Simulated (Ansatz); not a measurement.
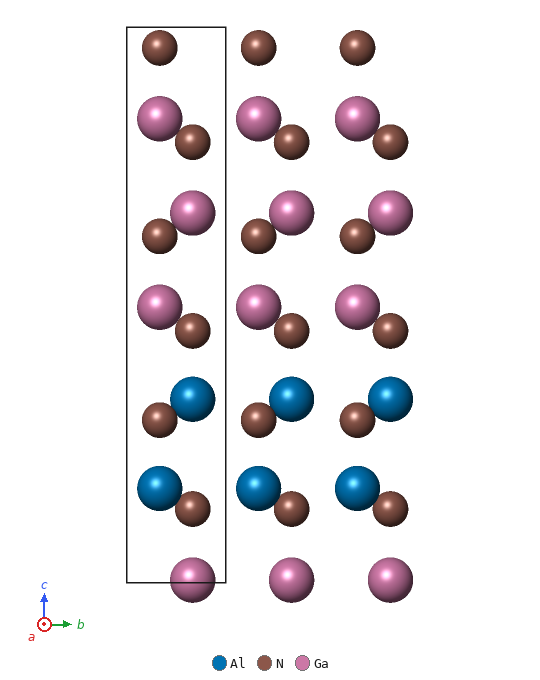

The picture looks along a close-packed row of the hexagonal mesh; c points upwards. Every atom sits on one of the three columns of the mesh; call them A, B, C in the order in which they first turn up. The sequence starts with the first layer at or above the cell's origin.

System AlGa2N3; source of the atomic positions: the end point of a relaxation with Ansatz 0.2.0, DFT PBE, scalar-relativistic, plane waves, PAW.

Give the sequence of layers in one repeat, with element and column.

Ga(A) – N(A) – Al(B) – N(B) – Al(A) – N(A) – Ga(B) – N(B) – Ga(A) – N(A) – Ga(B) – N(B) (twelve layers in 15.52 Å).

How are the N layers alone stacked?

N layers alone: ABABAB, the hexagonal close-packed type.

Which positions between or in the N layers do the other atoms fill?

Al: two tetrahedral sites; Ga: four tetrahedral sites (per hexagonal cell).

Heights of the layers:

```json
{"layer": "1", "atoms (column)": "Ga(A)", "height (Å)": "0.08", "to next (Å)": "1.98"}
{"layer": "2", "atoms (column)": "N(A)", "height (Å)": "2.06", "to next (Å)": "0.58"}
{"layer": "3", "atoms (column)": "Al(B)", "height (Å)": "2.64", "to next (Å)": "1.91"}
{"layer": "4", "atoms (column)": "N(B)", "height (Å)": "4.54", "to next (Å)": "0.58"}
{"layer": "5", "atoms (column)": "Al(A)", "height (Å)": "5.13", "to next (Å)": "1.91"}
{"layer": "6", "atoms (column)": "N(A)", "height (Å)": "7.03", "to next (Å)": "0.66"}
{"layer": "7", "atoms (column)": "Ga(B)", "height (Å)": "7.70", "to next (Å)": "1.98"}
{"layer": "8", "atoms (column)": "N(B)", "height (Å)": "9.68", "to next (Å)": "0.65"}
{"layer": "9", "atoms (column)": "Ga(A)", "height (Å)": "10.33", "to next (Å)": "1.98"}
{"layer": "10", "atoms (column)": "N(A)", "height (Å)": "12.31", "to next (Å)": "0.65"}
{"layer": "11", "atoms (column)": "Ga(B)", "height (Å)": "12.96", "to next (Å)": "1.98"}
{"layer": "12", "atoms (column)": "N(B)", "height (Å)": "14.94", "to next (Å)": "0.66"}
```
